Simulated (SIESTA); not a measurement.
**A series of single points on SiO2**

System: SiO2 (12 atoms in the cell).
Method: Kohn-Sham DFT of a periodic cell, LDA, PseudoDojo 0.4 standard, converted to PSML, no spin polarisation (SIESTA 5.4.2).

The 7 runs differ only in the geometry, by an even scaling of the cell at fixed fractional positions. The structure derives from a Materials Project entry.

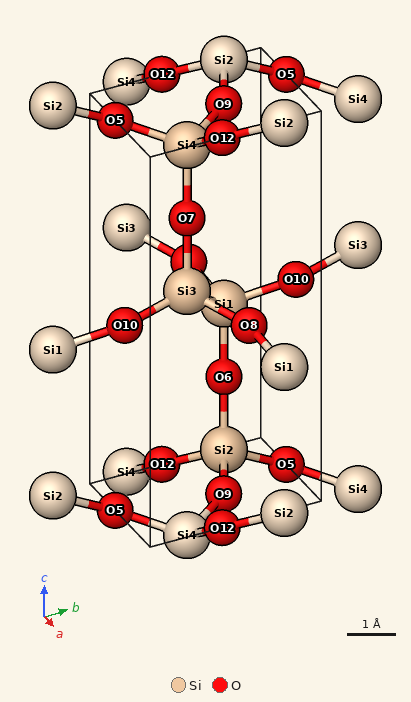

Figure 1. The structure of run 4 (ball-and-stick view of the cell of the calculation, seen slightly off an axis; neighbours outside the cell are drawn fainter; atoms are numbered from 1 in the order of the input). An atom can appear more than once, as a periodic image.

### Input of run 4
```
SystemName                      SiO2
SystemLabel                     SiO2
NumberOfSpecies                 2
NumberOfAtoms                   12
%block ChemicalSpeciesLabel
  1  14 Si
  2   8 O
%endblock ChemicalSpeciesLabel

LatticeConstant                 1.0 Ang
%block LatticeVectors
     5.0690738885     0.0000000000     0.0000000000
    -2.5345369442     4.3899467611     0.0000000000
     0.0000000000     0.0000000000     8.5584885400
%endblock LatticeVectors
AtomicCoordinatesFormat         Fractional
%block AtomicCoordinatesAndAtomicSpecies
     0.3333333333     0.6666666667     0.4371258000  1  Si
     0.3333333333     0.6666666667     0.0628742000  1  Si
     0.6666666667     0.3333333333     0.5628742000  1  Si
     0.6666666667     0.3333333333     0.9371258000  1  Si
     0.4212587450     0.0000000000     0.0000000000  2  O
     0.3333333333     0.6666666667     0.2500000000  2  O
     0.6666666667     0.3333333333     0.7500000000  2  O
     0.0000000000     0.5787412550     0.5000000000  2  O
     0.5787412550     0.5787412550     0.0000000000  2  O
     0.5787412550     0.0000000000     0.5000000000  2  O
     0.4212587450     0.4212587450     0.5000000000  2  O
     0.0000000000     0.4212587450     0.0000000000  2  O
%endblock AtomicCoordinatesAndAtomicSpecies

%block kgrid.MonkhorstPack
    4   0   0  0.0
    0   4   0  0.0
    0   0   2  0.0
%endblock kgrid.MonkhorstPack
XC.Functional                   LDA
XC.Authors                      PW92
PAO.BasisSize                   DZP
PAO.EnergyShift                 0.003 Ry
Mesh.Cutoff                     800 Ry
OccupationFunction              FD
ElectronicTemperature           0.05 eV
MaxSCFIterations                120
SCF.MustConverge                false
SCF.Mixer.Method                Pulay
SCF.Mixer.Weight                0.25
SCF.Mixer.History               8
SCF.DM.Tolerance                5.0e-05
SCF.H.Tolerance                 1.0e-03 eV
WriteForces                     true
Charge.Mulliken                 end
```

Command:
```bash
siesta SiO2.fdf > SiO2.out 2>&1
```

Run 6 differs from it as follows:
```diff
-     5.0690738885     0.0000000000     0.0000000000
-    -2.5345369442     4.3899467611     0.0000000000
-     0.0000000000     0.0000000000     8.5584885400
+     5.1357798788     0.0000000000     0.0000000000
+    -2.5678899393     4.4477158433     0.0000000000
+     0.0000000000     0.0000000000     8.6711131468
```

### Results, with one run withheld

```tsv
run	volume per atom (Å³)	free energy per atom, from the lowest run given (meV)	pressure (GPa)	gap on the mesh (eV)
1	14.919	32.28	10.97	6.83
2	15.236	14.45	7.10	6.77
3	15.554	3.92	3.60	6.64
4	15.871	0.00	0.43	6.48
5	16.188	2.05	−2.44	6.30
6	16.506	?	?	?
7	16.823	21.88	−7.39	5.90
```

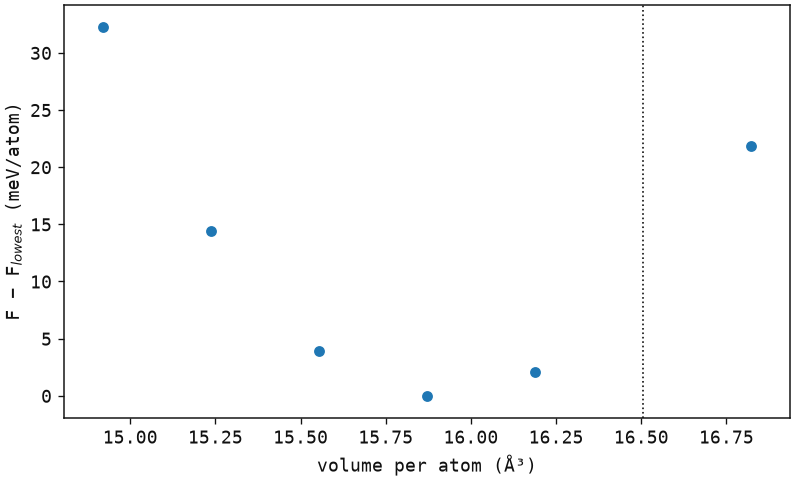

Figure 2. Free energy per atom of the runs given; the dotted line marks run 6.

Fit the runs given and predict run 6.

A cubic polynomial in V^(−2/3) (the Birch–Murnaghan form), fitted to the 6 runs given, misses them by at most 0.01 meV per atom. With x = V^(−2/3) − 0.15919 Å⁻², it reads F = 0.81349 + 1524.4 x + 6.6707e+05 x² + 45645 x³ (meV per atom). At run 6 it gives 9.53 meV per atom, and the run itself gives 9.51. The slope of the fit gives a pressure −dF/dV of −5.05 GPa there, and the run prints −5.04 GPa. The fit has its minimum at 15.915 Å³ per atom, where V d²F/dV² gives 149 GPa. Cell shape and fractional positions are held, so this is the stiffness under even scaling; the relaxed bulk modulus wasn't computed. The gap on the mesh goes, without turning, from 6.83 eV in run 1 to 5.90 eV in run 7; run 6 has 6.10 eV. These are gaps of this functional on this mesh, which can miss the band edges; they aren't the measured gap.

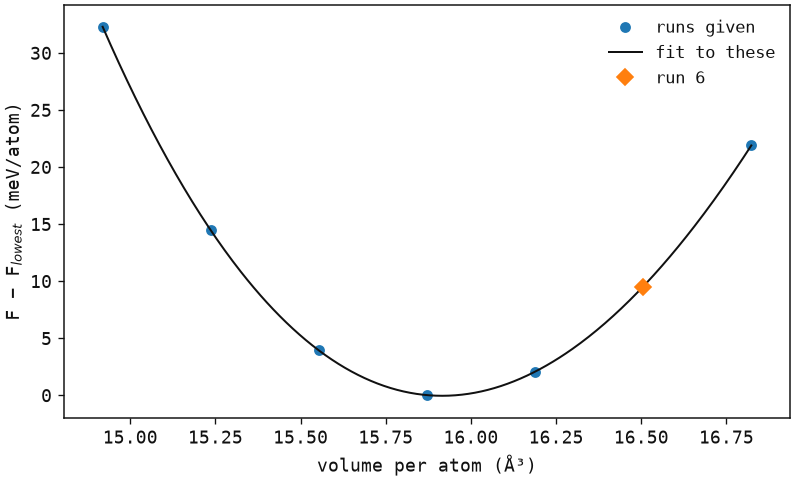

Figure 3. The fit and the withheld run.

### Some lines of the output (run 6)
```
[...]
outcell: Cell volume (Ang**3)        :    198.0698
stepf: Fermi-Dirac step function
siesta: Etot    =     -4055.140544
siesta: FreeEng =     -4055.140544
        iscf     Eharris(eV)        E_KS(eV)     FreeEng(eV)     dDmax    Ef(eV) dHmax(eV)
siesta: E_KS(eV) =            -4069.1629
siesta: E_KS - E_eggbox =     -4069.1629
siesta: Etot    =     -4069.162906
siesta: FreeEng =     -4069.162906
siesta:         Fermi =      -6.095077
siesta: Cell volume =        198.069811 Ang**3
    Orbital volume contribution        =           6.775405 eV
```

Notes: Points of doubt noted for this run: mulliken charges of long orbitals. With a small basis of atomic orbitals these values can differ much from converged plane-wave results.
